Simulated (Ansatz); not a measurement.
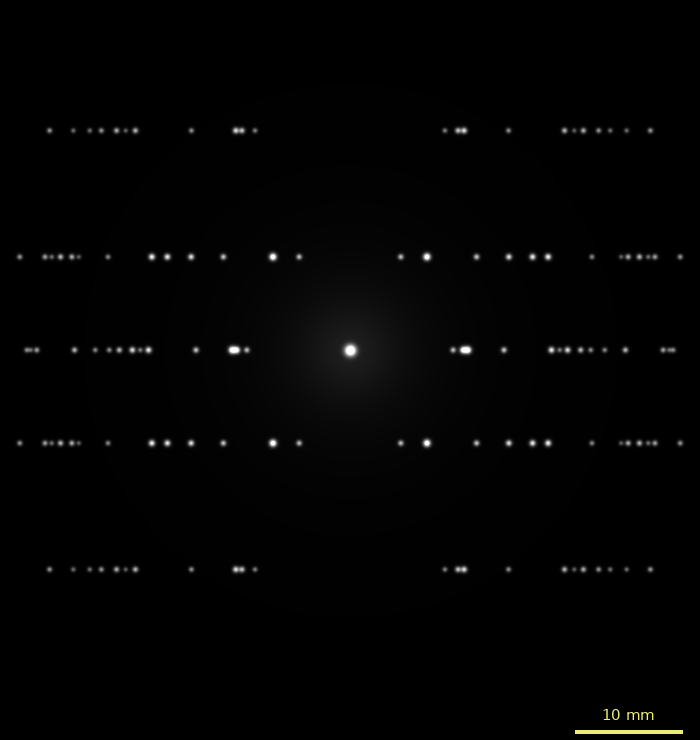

Simulated X-ray rotation photograph: Mo Kα radiation (λ = 0.7107 Å), cylindrical film of radius 28.65 mm unrolled, rotation axis vertical and normal to the beam, kinematic intensities without Lorentz or polarisation factors, the film spanning ±63° about the beam; spots down to d = 0.68 Å.

**What lattice repeat along the rotation axis do the layer lines give?**

The first layer line lies 8.8 mm from the equator, so tan ν = 0.306, sin ν = 0.292 and the period is λ/sin ν = 2.43 Å. Further lines follow at 20.7 mm.

The crystal is Fe, space group P6_3/mmc (No. 194), a = 2.430 Å, c = 3.843 Å (hexagonal axes). Structure: the input geometry of an electronic-structure calculation (not necessarily at equilibrium); the starting structure was generated, so it need not be a known form of this composition.

**About which axis was it rotated?**

About [100] (or an equivalent direction), whose length in the conventional cell is 2.430 Å.
